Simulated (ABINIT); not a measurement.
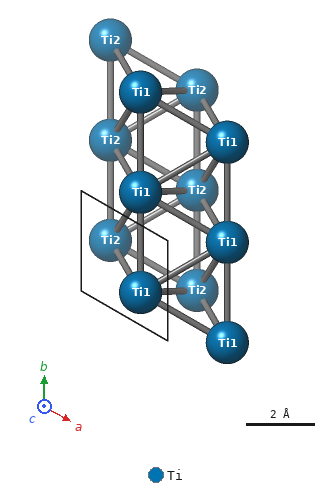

**Figure 1.** The input geometry (ball-and-stick view of the cell of the calculation, repeated 2 × 3 × 1, along the c axis; atoms are numbered from 1 in the order of the input). An atom can appear more than once, as a periodic image.

Single-point calculation of Ti (part 1 of 3)

- system: Ti (2 atoms in the cell)
- method: Kohn-Sham DFT of a periodic cell, PBE, SG15 NC PBE v1.2, no spin polarisation (ABINIT 10.8.3)

The structure derives from an entry of the Crystallography Open Database.

Input file
```
# Pseudopotentials
pp_dirpath "./"
pseudos "Ti_ONCV_PBE-1.2.upf"

# Structure
acell 5.5746920676 5.5746920677 8.8439182632
rprim
     1.0000000000     0.0000000000     0.0000000000
    -0.5000000000     0.8660254038     0.0000000000
     0.0000000000     0.0000000000     1.0000000000
ntypat 1
znucl 22
natom 2
typat 1 1
xred
     0.6861620000     0.3268800000     0.7484870000
     0.3379730000     0.6729080000     0.2487300000
chkprim 0
chksymtnons 0
tolsym 1.0e-6

# Plane-wave basis
ecut 26.0

# k points
kptopt 1
ngkpt 6 6 4
nshiftk 1
shiftk 0.0 0.0 0.0

# Exchange and correlation
ixc 11

# Bands and occupations
nband 16
occopt 6
tsmear 0.025 eV

# SCF cycle
nstep 100
tolvrs 1.0e-10

# Output
iomode 3
prtwf 0
prtden 0
prteig 0
prtebands 0
enunit 1
prtvol 2
```

Launch command:
```bash
abinit run.abi > log 2>&1
```

The program's output
```
.Version 10.8.3 of ABINIT
 Symmetries : space group P-1 (#  2); Bravais aP (primitive triclinic)
================================================================================
 Values of the parameters that define the memory need of the present run
     intxc =       0    ionmov =       0      iscf =       7    lmnmax =       6
     lnmax =       6     mgfft =      45  mpssoang =       3    mqgrid =    3001
     natom =       2  nloc_mem =       1    nspden =       1   nspinor =       1
    nsppol =       1      nsym =       2    n1xccc =       0    ntypat =       1
    occopt =       6   xclevel =       2
       mpw =        1538          nfft =       32805          nkpt =          76
================================================================================
================================================================================

--------------------------------------------------------------------------------
------------- Echo of variables that govern the present computation ------------
--------------------------------------------------------------------------------
 -outvars: echo values of preprocessed input variables --------
            acell      5.5746920676E+00  5.5746920677E+00  8.8439182632E+00 Bohr
              amu      4.78800000E+01
          chkprim           0
      chksymtnons           0
             ecut      2.60000000E+01 Hartree
           enunit           1
              ixc          11
         kptrlatt        6    0    0      0    6    0      0    0    4
          kptrlen      3.34481524E+01
            natom           2
            nband          16
            ngfft          27      27      45
             nkpt          76
            nstep         100
             nsym           2
           ntypat           1
           occopt           6
           prtden           0
        prtebands           0
           prteig           0
           prtvol           2
            prtwf           0
            rprim      1.0000000000E+00  0.0000000000E+00  0.0000000000E+00
                      -5.0000000000E-01  8.6602540380E-01  0.0000000000E+00
                       0.0000000000E+00  0.0000000000E+00  1.0000000000E+00
          spgroup           2
           tolsym      1.00000000E-06
           tolvrs      1.00000000E-10
           tsmear      9.18733054E-04 Hartree
            typat      1  1
           xangst      1.5420298989E+00  8.3510483222E-01  3.5029191576E+00
                       4.4810499791E-03  1.7191284950E+00  1.1640563992E+00
            xcart      2.9140141869E+00  1.5781194193E+00  6.6195578491E+00
                       8.4679572170E-03  3.2486820308E+00  2.1997477896E+00
             xred      6.8616200000E-01  3.2688000000E-01  7.4848700000E-01
                       3.3797300000E-01  6.7290800000E-01  2.4873000000E-01
            znucl       22.00000

================================================================================

 chkinp: Checking input parameters for consistency.

================================================================================
== DATASET  1 ==================================================================

--- !DatasetInfo
iteration_state: {dtset: 1, }
dimensions: {natom: 2, nkpt: 76, mband: 16, nsppol: 1, nspinor: 1, nspden: 1, mpw: 1538, }
cutoff_energies: {ecut:  26.0, pawecutdg:  -1.0, }
electrons: {nelect:   2.40000000E+01, charge:   0.00000000E+00, occopt:   6.00000000E+00, tsmear:   9.18733054E-04, }
meta: {optdriver: 0, ionmov: 0, optcell: 0, iscf: 7, paral_kgb: 0, }
...

 Exchange-correlation functional for the present dataset will be:
  GGA: Perdew-Burke-Ernzerhof functional - ixc=11
  J.P.Perdew, K.Burke, M.Ernzerhof, PRL 77, 3865 (1996)

 Real(R)+Recip(G) space primitive vectors, cartesian coordinates (Bohr,Bohr^-1):
 R(1)=  5.5746921  0.0000000  0.0000000  G(1)=  0.1793821  0.1035663  0.0000000
 R(2)= -2.7873460  4.8278249  0.0000000  G(2)=  0.0000000  0.2071326  0.0000000
 R(3)=  0.0000000  0.0000000  8.8439183  G(3)=  0.0000000  0.0000000  0.1130721
 Unit cell volume ucvol=  2.3802201E+02 bohr^3
 Angles (23,13,12)=  9.00000000E+01  9.00000000E+01  1.20000000E+02 degrees

 getcut: wavevector=  0.0000  0.0000  0.0000  ngfft=  27  27  45
         ecut(hartree)=     26.000   => boxcut(ratio)=   2.03390

--- Pseudopotential description ------------------------------------------------
- pspini: atom type   1  psp file is ./Ti_ONCV_PBE-1.2.upf
12 -101130 2 -1 602                           pspcod,pspxc,lmax,lloc,mmax
     nproj     2     2     2

   1.07247748E+03                                ecore*ucvol(ha*bohr**3)
--------------------------------------------------------------------------------

================================================================================

--- !BeginCycle
iteration_state: {dtset: 1, }
solver: {iscf: 7, nstep: 100, nline: 4, wfoptalg: 0, }
tolerances: {tolvrs: 1.00E-10, }
...

     iter   Etot(hartree)      deltaE(h)  residm     vres2
 ETOT  1  -115.29471225968    -1.153E+02 1.160E-01 4.433E+01
 ETOT  2  -115.37419697974    -7.948E-02 1.746E-02 2.570E+01
 ETOT  3  -115.38576326036    -1.157E-02 7.023E-03 1.972E-01
 ETOT  4  -115.38598869332    -2.254E-04 4.839E-03 5.069E-03
 ETOT  5  -115.38601162727    -2.293E-05 5.532E-03 3.945E-04
 ETOT  6  -115.38601640768    -4.780E-06 1.364E-03 2.484E-05
 ETOT  7  -115.38601763542    -1.228E-06 3.620E-03 7.086E-06
 ETOT  8  -115.38601799077    -3.554E-07 5.664E-03 7.264E-07
 ETOT  9  -115.38601809874    -1.080E-07 5.207E-03 4.306E-07
 ETOT 10  -115.38601813322    -3.448E-08 2.693E-03 2.279E-08
 ETOT 11  -115.38601814441    -1.119E-08 1.455E-03 1.943E-08
 ETOT 12  -115.38601814818    -3.770E-09 4.935E-04 1.139E-09
 ETOT 13  -115.38601814947    -1.288E-09 3.021E-04 1.111E-09
 ETOT 14  -115.38601814992    -4.495E-10 2.869E-04 3.059E-10
 ETOT 15  -115.38601815008    -1.607E-10 1.751E-04 5.111E-11

 At SCF step   15       vres2   =  5.11E-11 < tolvrs=  1.00E-10 =>converged.

 Cartesian components of stress tensor (hartree/bohr^3)
  sigma(1 1)=  8.12242843E-05  sigma(3 2)= -1.01163147E-07
  sigma(2 2)=  4.62518746E-05  sigma(3 1)=  2.00713596E-07
  sigma(3 3)=  3.65967633E-05  sigma(2 1)= -3.45061978E-05

--- !ResultsGS
iteration_state: {dtset: 1, }
comment   : Summary of ground state results
lattice_vectors:
- [  5.5746921,   0.0000000,   0.0000000, ]
- [ -2.7873460,   4.8278249,   0.0000000, ]
- [  0.0000000,   0.0000000,   8.8439183, ]
lattice_lengths: [   5.57469,    5.57469,    8.84392, ]
lattice_angles: [ 90.000,  90.000, 120.000, ] # degrees, (23, 13, 12)
lattice_volume:   2.3802201E+02
convergence: {deltae: -1.607E-10, res2:  5.111E-11, residm:  1.751E-04, diffor: null, }
etotal    :  -1.15386018E+02
entropy   :   0.00000000E+00
fermie    :   3.04958321E-01
cartesian_stress_tensor: # hartree/bohr^3
- [  8.12242843E-05,  -3.45061978E-05,   2.00713596E-07, ]
- [ -3.45061978E-05,   4.62518746E-05,  -1.01163147E-07, ]
- [  2.00713596E-07,  -1.01163147E-07,   3.65967633E-05, ]
pressure_GPa:  -1.6091E+00
xred      :
- [  6.8616E-01,   3.2688E-01,   7.4849E-01, Ti]
- [  3.3797E-01,   6.7291E-01,   2.4873E-01, Ti]
cartesian_forces: # hartree/bohr
- [ -1.81093234E-03,   9.40770009E-04,  -1.83049998E-05, ]
- [  1.81093234E-03,  -9.40770009E-04,   1.83049998E-05, ]
force_length_stats: {min:   2.04079867E-03, max:   2.04079867E-03, mean:   2.04079867E-03, }
...

 Integrated electronic density in atomic spheres:
 ------------------------------------------------
 Atom  Sphere_radius  Integrated_density
    1        2.00000          9.50133246
    2        2.00000          9.49749207
================================================================================

 ----iterations are completed or convergence reached----

 Mean square residual over all n,k,spin=   23.135E-07; max=  17.506E-05
   0.0000  0.0000  0.0000    1  1.70010E-04 kpt; spin; max resid(k); each band:
  2.36E-16 1.57E-16 2.56E-16 3.88E-17 1.14E-16 1.15E-16 1.12E-16 4.05E-17
  1.19E-16 1.25E-16 4.74E-08 4.45E-08 6.64E-08 2.55E-08 2.50E-05 1.70E-04
   0.1667  0.0000  0.0000    1  1.12089E-04 kpt; spin; max resid(k); each band:
  2.69E-16 1.61E-16 2.04E-16 4.44E-17 9.60E-17 5.73E-17 1.14E-16 9.56E-17
  1.39E-16 2.03E-16 5.57E-12 4.00E-10 6.39E-07 2.00E-05 6.80E-06 1.12E-04
   0.3333  0.0000  0.0000    1  5.92270E-05 kpt; spin; max resid(k); each band:
  2.44E-16 1.46E-16 1.74E-16 1.18E-16 8.84E-17 9.63E-17 1.15E-16 9.33E-17
  2.20E-16 3.30E-16 2.49E-16 3.63E-15 7.27E-11 2.37E-10 6.58E-11 5.92E-05
   0.5000  0.0000  0.0000    1  7.29929E-05 kpt; spin; max resid(k); each band:
  2.49E-16 1.45E-16 1.70E-16 8.35E-17 1.59E-16 9.52E-17 1.12E-16 9.27E-17
  2.29E-16 1.52E-16 9.74E-17 6.85E-16 3.19E-13 2.10E-14 3.87E-11 7.30E-05
   0.0000  0.1667  0.0000    1  1.27028E-04 kpt; spin; max resid(k); each band:
  2.21E-16 1.64E-16 2.00E-16 1.28E-16 1.37E-16 1.33E-16 1.15E-16 1.09E-16
  1.27E-16 1.67E-16 6.65E-12 3.18E-11 1.96E-06 1.31E-05 2.19E-05 1.27E-04
   0.1667  0.1667  0.0000    1  1.11777E-05 kpt; spin; max resid(k); each band:
  2.46E-16 1.24E-16 1.89E-16 7.98E-17 1.26E-16 1.36E-16 1.12E-16 1.24E-16
  1.68E-16 6.59E-16 3.15E-15 5.24E-15 4.82E-10 5.68E-09 1.83E-07 1.12E-05
   0.3333  0.1667  0.0000    1  4.47234E-05 kpt; spin; max resid(k); each band:
  2.30E-16 1.25E-16 1.31E-16 1.64E-16 7.84E-17 1.22E-16 1.11E-16 1.01E-16
  2.37E-16 1.53E-16 1.71E-16 3.88E-16 3.78E-15 1.36E-13 1.29E-11 4.47E-05
   0.5000  0.1667  0.0000    1  4.49905E-05 kpt; spin; max resid(k); each band:
  2.17E-16 1.44E-16 1.50E-16 1.52E-16 1.43E-16 1.31E-16 1.22E-16 1.10E-16
  2.13E-16 1.31E-16 2.00E-16 3.30E-16 5.35E-15 1.93E-13 3.27E-12 4.50E-05
  -0.3333  0.1667  0.0000    1  2.85288E-05 kpt; spin; max resid(k); each band:
  2.52E-16 1.56E-16 1.69E-16 1.43E-16 1.76E-16 1.27E-16 1.20E-16 1.19E-16
  1.49E-16 4.71E-16 2.23E-15 6.33E-15 2.73E-10 4.05E-10 5.16E-09 2.85E-05
  -0.1667  0.1667  0.0000    1  7.79787E-06 kpt; spin; max resid(k); each band:
  2.40E-16 1.62E-16 1.96E-16 1.33E-16 4.44E-17 1.28E-16 1.17E-16 4.06E-17
  1.28E-16 2.21E-16 2.56E-12 6.60E-10 1.11E-06 7.80E-06 3.66E-06 3.43E-06
   0.0000  0.3333  0.0000    1  4.07129E-05 kpt; spin; max resid(k); each band:
  1.79E-16 1.41E-16 1.66E-16 1.75E-16 1.51E-16 1.32E-16 1.16E-16 1.16E-16
  1.26E-16 2.46E-16 4.26E-16 1.63E-15 7.77E-12 3.84E-11 1.67E-09 4.07E-05
   0.1667  0.3333  0.0000    1  1.75056E-04 kpt; spin; max resid(k); each band:
  1.92E-16 1.24E-16 1.88E-16 1.65E-16 1.06E-16 1.49E-16 1.13E-16 1.40E-16
  1.80E-16 1.53E-16 1.80E-16 5.69E-16 2.56E-14 7.49E-14 3.03E-11 1.75E-04
   0.3333  0.3333  0.0000    1  3.15060E-05 kpt; spin; max resid(k); each band:
  1.25E-16 1.64E-16 1.92E-16 1.63E-16 1.60E-16 1.14E-16 1.47E-16 1.41E-16
  1.30E-16 2.56E-16 1.89E-16 2.25E-16 3.41E-13 4.03E-12 1.41E-09 3.15E-05
   0.5000  0.3333  0.0000    1  6.90072E-06 kpt; spin; max resid(k); each band:
  1.78E-16 1.42E-16 2.01E-16 1.26E-16 1.73E-16 1.14E-16 1.34E-16 7.66E-17
  1.18E-16 1.90E-16 1.42E-16 2.33E-16 4.15E-15 7.73E-14 6.32E-11 6.90E-06
  -0.3333  0.3333  0.0000    1  7.22888E-05 kpt; spin; max resid(k); each band:
  2.01E-16 1.25E-16 1.44E-16 1.79E-16 1.53E-16 4.16E-17 1.27E-16 3.84E-17
  1.31E-16 1.33E-16 4.87E-16 2.61E-15 9.16E-10 2.46E-09 2.57E-09 7.23E-05
  -0.1667  0.3333  0.0000    1  5.15996E-06 kpt; spin; max resid(k); each band:
  1.83E-16 9.36E-17 1.64E-16 1.25E-16 1.41E-16 7.74E-17 1.21E-16 3.90E-17
  1.08E-16 4.49E-16 3.01E-15 8.59E-14 2.74E-10 1.13E-10 1.09E-08 5.16E-06
   0.0000  0.5000  0.0000    1  1.35617E-04 kpt; spin; max resid(k); each band:
  1.57E-16 1.66E-16 2.12E-16 1.52E-16 1.45E-16 1.30E-16 1.17E-16 1.17E-16
  1.13E-16 1.04E-16 1.50E-16 3.66E-16 7.62E-14 1.67E-13 2.69E-11 1.36E-04
   0.1667  0.5000  0.0000    1  5.74982E-06 kpt; spin; max resid(k); each band:
  1.33E-16 1.06E-16 1.83E-16 1.45E-16 1.39E-16 9.23E-17 1.25E-16 1.10E-16
  1.09E-16 2.00E-16 1.78E-16 4.51E-16 2.73E-14 4.99E-14 1.76E-11 5.75E-06
   0.3333  0.5000  0.0000    1  1.86711E-06 kpt; spin; max resid(k); each band:
  1.33E-16 9.83E-17 1.79E-16 1.23E-16 1.21E-16 4.23E-17 1.35E-16 4.01E-17
  9.44E-17 2.11E-16 1.66E-16 5.07E-16 8.41E-15 5.46E-13 1.17E-10 1.87E-06
   0.5000  0.5000  0.0000    1  1.02714E-04 kpt; spin; max resid(k); each band:
  1.54E-16 9.72E-17 2.14E-16 1.12E-16 1.45E-16 4.02E-17 1.37E-16 3.99E-17
  3.98E-17 1.61E-16 1.49E-16 1.95E-15 6.79E-12 1.16E-10 1.75E-09 1.03E-04
   0.0000  0.0000  0.2500    1  3.63802E-07 kpt; spin; max resid(k); each band:
  2.22E-16 1.72E-16 2.15E-16 1.28E-16 3.35E-17 1.15E-16 1.13E-16 3.89E-17
  1.23E-16 1.76E-16 2.00E-14 1.34E-08 1.35E-08 4.94E-09 3.64E-07 3.04E-08
   0.1667  0.0000  0.2500    1  1.43687E-05 kpt; spin; max resid(k); each band:
  2.38E-16 1.76E-16 1.79E-16 1.39E-16 6.23E-17 9.46E-17 1.89E-17 9.19E-17
  1.42E-16 2.32E-16 6.94E-14 3.16E-10 2.50E-09 3.27E-07 8.48E-07 1.44E-05
   0.3333  0.0000  0.2500    1  9.04896E-05 kpt; spin; max resid(k); each band:
  2.39E-16 1.74E-16 1.41E-16 1.67E-16 1.51E-16 1.05E-16 6.93E-17 9.11E-17
  2.06E-16 2.31E-16 2.09E-16 3.72E-14 9.43E-11 6.26E-10 2.89E-09 9.05E-05
   0.5000  0.0000  0.2500    1  2.66668E-05 kpt; spin; max resid(k); each band:
  2.33E-16 2.13E-16 2.24E-16 1.28E-16 1.34E-16 9.88E-17 1.01E-16 9.90E-17
  1.49E-16 2.18E-16 3.23E-16 1.76E-16 8.20E-12 8.75E-12 1.21E-11 2.67E-05
  -0.3333  0.0000  0.2500    1  4.72583E-05 kpt; spin; max resid(k); each band:
  2.51E-16 1.76E-16 2.12E-16 1.05E-16 6.26E-17 9.10E-17 1.29E-16 1.03E-16
  2.48E-16 2.53E-16 8.12E-16 2.55E-14 8.39E-13 1.04E-10 3.71E-09 4.73E-05
  -0.1667  0.0000  0.2500    1  7.07811E-06 kpt; spin; max resid(k); each band:
  2.20E-16 1.66E-16 1.99E-16 7.44E-17 3.37E-17 9.57E-17 1.40E-16 1.07E-16
  1.50E-16 1.75E-16 8.87E-14 2.76E-10 1.25E-09 3.20E-08 1.09E-06 7.08E-06
   0.0000  0.1667  0.2500    1  1.30541E-04 kpt; spin; max resid(k); each band:
  1.97E-16 1.55E-16 2.07E-16 5.88E-17 1.00E-16 1.34E-16 1.18E-16 8.41E-17
  1.42E-16 1.97E-16 4.03E-14 1.03E-11 1.37E-09 1.58E-06 2.00E-06 1.31E-04
   0.1667  0.1667  0.2500    1  4.07588E-06 kpt; spin; max resid(k); each band:
  2.42E-16 1.67E-16 1.82E-16 8.60E-17 5.33E-17 1.44E-16 1.21E-16 1.27E-16
  1.87E-16 1.98E-16 2.22E-15 2.81E-15 4.92E-12 1.31E-09 2.17E-08 4.08E-06
   0.3333  0.1667  0.2500    1  7.15820E-06 kpt; spin; max resid(k); each band:
  2.34E-16 1.71E-16 1.50E-16 1.13E-16 1.58E-16 6.83E-17 7.44E-17 8.23E-17
  1.86E-16 2.33E-16 3.27E-16 2.29E-15 5.88E-14 6.45E-12 1.68E-09 7.16E-06
   0.5000  0.1667  0.2500    1  1.56345E-04 kpt; spin; max resid(k); each band:
  2.38E-16 1.52E-16 2.03E-16 1.29E-16 1.58E-16 9.65E-17 7.25E-17 9.41E-17
  2.12E-16 1.84E-16 6.73E-16 5.38E-15 1.15E-12 2.02E-12 1.08E-08 1.56E-04
  -0.3333  0.1667  0.2500    1  5.48546E-06 kpt; spin; max resid(k); each band:
```
